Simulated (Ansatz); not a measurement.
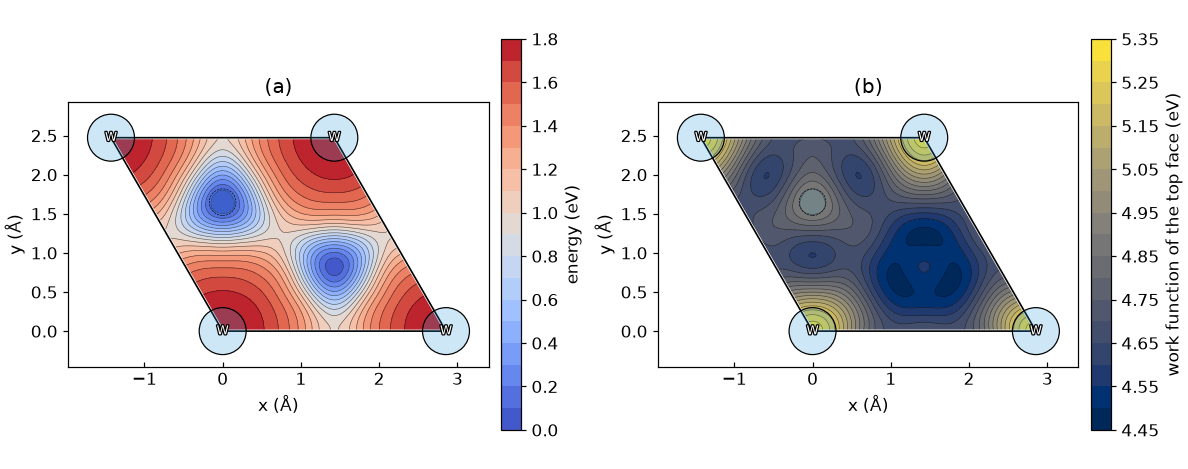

S on a W(111) slab cut from the Fm-3m phase, its upper half relaxed before the scan (3 atoms of substrate and one adsorbate in a 1 × 1 cell). S is moved over the surface cell; relaxed at each place: the height of the adsorbate's atoms; substrate rigid; the origin of the map has the adsorbate above W3. Places are given modulo a cell vector. The map is drawn in real space over the plane of the surface. Grid: 6 × 6 points; 10 points were computed and 26 follow by symmetry. Energies are in eV, from the lowest grid point. With one adsorbate in each 1 × 1 cell, its nearest image is 2.9 Å away, so neighbouring adsorbates interact. Method: Ansatz, DFT PBE, scalar-relativistic, plane waves, PAW. Settings: cutoff 420 eV, k-mesh 9×9×1, gaussian smearing 0.1 eV, no spin polarisation.

Panel (a) is the energy; panel (b) is the computed work function of the top face, in eV.

Drawn: filled contours, labelled circles for the atoms of the top layer and small ones for the second layer, the outline of one cell of the plane. Between grid points the surface is interpolated.

### How does the work function of the top face vary over the map, and what is it at the lowest grid point?

It runs from 4.51 eV at (3/6, 1/6) of the cell vectors [nearest 1 W at 2.23 Å] to 5.33 eV at the top site over a surface W atom, (0/6, 0/6) of the cell vectors. At the lowest grid point, a threefold hollow over a second-layer W atom, (2/6, 4/6) of the cell vectors, it is 4.95 eV.
